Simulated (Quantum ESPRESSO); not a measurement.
# A series of single points on As

System: As (R-3m, 2 atoms in the cell).
Method: Kohn-Sham DFT of a periodic cell, PBEsol, GBRV 1.5 PBEsol, no spin polarisation (Quantum ESPRESSO 7.5).

The 7 runs differ only in the geometry, by an even scaling of the cell at fixed fractional positions. The structure derives from an entry of the Crystallography Open Database.

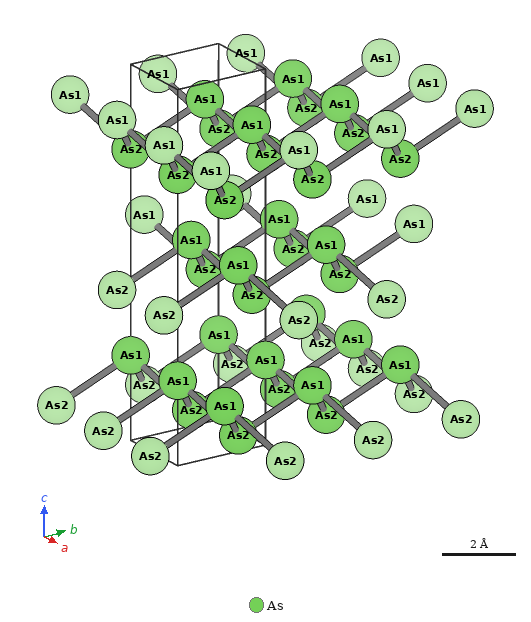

Figure 1. The structure of run 4 (ball-and-stick view of the cell 3 times as large as that of the calculation, set on its symmetry axes, repeated 2 × 2 × 1, seen slightly off an axis; neighbours outside the cell are drawn fainter; atoms are numbered from 1 in the order of the input).

**Input of run 4**
```
&CONTROL
  calculation = 'scf'
  prefix = 'pwscf'
  outdir = './tmp'
  pseudo_dir = './pseudo'
  tprnfor = .true.
  tstress = .true.
  disk_io = 'low'
/
&SYSTEM
  ibrav = 0
  celldm(1) = 8
  nat = 2
  ntyp = 1
  ecutwfc = 45
  ecutrho = 360
  nbnd = 10
  occupations = 'smearing'
  smearing = 'fd'
  degauss = 0.00367493
/
&ELECTRONS
  conv_thr = 4d-10
  electron_maxstep = 120
  mixing_beta = 0.5
/
ATOMIC_SPECIES
As    74.9216 as_pbesol_v1.uspp.F.UPF
CELL_PARAMETERS alat
  0.4442738793236   0.2565016438083   0.8300768443201
 -0.4442738793236   0.2565016438083   0.8300768443201
  0.0000000000000  -0.5130032876402   0.8300768443201
ATOMIC_POSITIONS crystal
As     0.2260000000    0.2260000000    0.2260000000
As     0.7740000000    0.7740000000    0.7740000000
K_POINTS automatic
9 9 9 0 0 0
```

**File pp_density.in of run 4**
```
&INPUTPP
  prefix = 'pwscf'
  outdir = './tmp'
  filplot = 'density.dat'
  plot_num = 0
/
&PLOT
  nfile = 1
  filepp(1) = 'density.dat'
  iflag = 3
  output_format = 6
  fileout = 'density.cube'
/
```

**File pp_potential.in of run 4**
```
&INPUTPP
  prefix = 'pwscf'
  outdir = './tmp'
  filplot = 'potential.dat'
  plot_num = 11
/
&PLOT
  nfile = 1
  filepp(1) = 'potential.dat'
  iflag = 3
  output_format = 6
  fileout = 'potential.cube'
/
```

Command:
```bash
OMP_NUM_THREADS=1 mpirun -n 2 pw.x -nk 2 -in pw.in > pw.out
OMP_NUM_THREADS=1 mpirun -n 1 pp.x -in pp_density.in > pp_density.out
OMP_NUM_THREADS=1 mpirun -n 1 pp.x -in pp_potential.in > pp_potential.out
```

Lattice vectors (Å) and fractional positions of run 4:
```
   1.880797    1.085879    3.514062
  -1.880797    1.085879    3.514062
   0.000000   -2.171757    3.514062
As  0.226000  0.226000  0.226000
As  0.774000  0.774000  0.774000
```

Run 2 has the same physical settings and fractional positions; its lattice vectors (Å) are:
```
   1.855378    1.071203    3.466569
  -1.855378    1.071203    3.466569
   0.000000   -2.142406    3.466569
```

**Results, with one run withheld**

```tsv
run	volume per atom (Å³)	free energy per atom, from the lowest run given (meV)	pressure (GPa)
1	20.239	27.99	6.42
2	20.669	?	?
3	21.100	4.34	2.45
4	21.530	0.00	0.75
5	21.961	0.00	−0.78
6	22.392	3.92	−2.16
7	22.822	11.36	−3.40
```

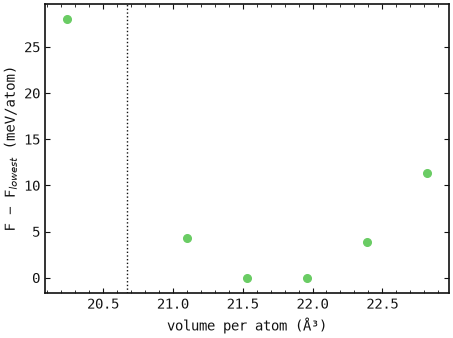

Figure 2. Free energy per atom of the runs given; the dotted line marks run 2.

Estimate the energy of run 2 from the others.

A cubic polynomial in V^(−2/3) (the Birch–Murnaghan form), fitted to the 6 runs given, misses them by under 0.01 meV per atom. With x = V^(−2/3) − 0.12875 Å⁻², it reads F = −0.40861 + 554.94 x + 7.1823e+05 x² + 5.8554e+05 x³ (meV per atom). At run 2 it gives 13.51 meV per atom, and the run itself gives 13.49. The slope of the fit gives a pressure −dF/dV of 4.37 GPa there, and the run prints 4.33 GPa. The fit has its minimum at 21.744 Å³ per atom, where V d²F/dV² gives 77.4 GPa. Cell shape and fractional positions are held, so this is the stiffness under even scaling; the relaxed bulk modulus wasn't computed.

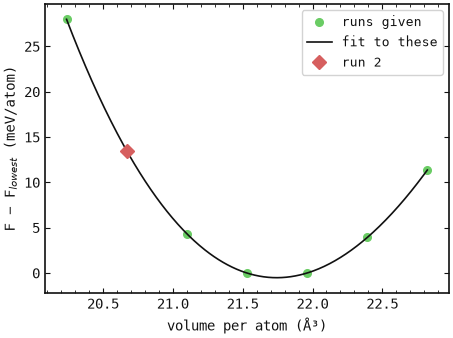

Figure 3. The fit and the withheld run.

**Some lines of the output (run 2)**
```
[...]
     unit-cell volume          =     278.9663 (a.u.)^3
     number of k points=    85  Fermi-Dirac smearing, width (Ry)=  0.0037
     total energy              =     -79.96174785 Ry
     total energy              =     -79.96158623 Ry
     total energy              =     -79.96171110 Ry
     total energy              =     -79.96178107 Ry
     total energy              =     -79.96178191 Ry
     total energy              =     -79.96178201 Ry
     the Fermi energy is     8.0836 ev
!    total energy              =     -79.96178202 Ry
     The total energy is F=E-TS. E is the sum of the following terms:
     Computing stress (Cartesian axis) and pressure
          total   stress  (Ry/bohr**3)                   (kbar)     P=       43.35
```
